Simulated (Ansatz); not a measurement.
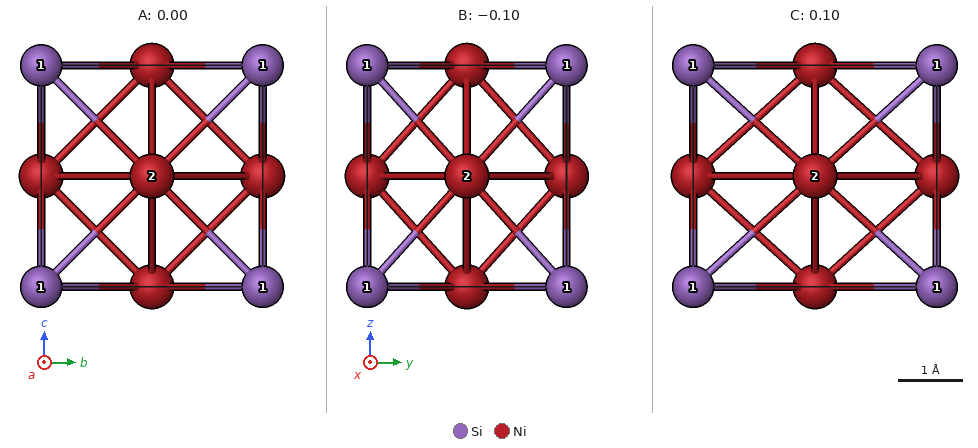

A scan of crystalline SiNi$_{3}$ (Pm-3m): the cell is strained along y alone, with the atoms kept at their fractional coordinates. x, y and z are the Cartesian axes of the input. A ball-and-stick model of the cell of the calculation, seen along the a axis.

Method: DFT PBE, scalar-relativistic, plane waves, PAW (Ansatz 0.2.0). (plane-wave cutoff 420 eV; k-point mesh 14 × 14 × 14; occupations gaussian; smearing width 0.15 eV; no spin polarisation). Energies (free energies at the smearing named) are counted from the relaxed crystal.

### Order these geometries by energy, lowest first.

Lowest first: A (the strain 0.00, 0.0 meV/atom), C (the strain 0.10, 90.5 meV/atom), B (the strain −0.10, 126.4 meV/atom). Over the whole scan: the lowest computed point lies at the strain 0.00 (0.0 meV/atom). The end points stand at 126.4 meV/atom (−0.10) and 90.5 meV/atom (0.10). The distortion takes the space group from Pm-3m to P4/mmm. At the strain −0.10 the cell of the drawing goes b 3.506 → 3.156 Å.
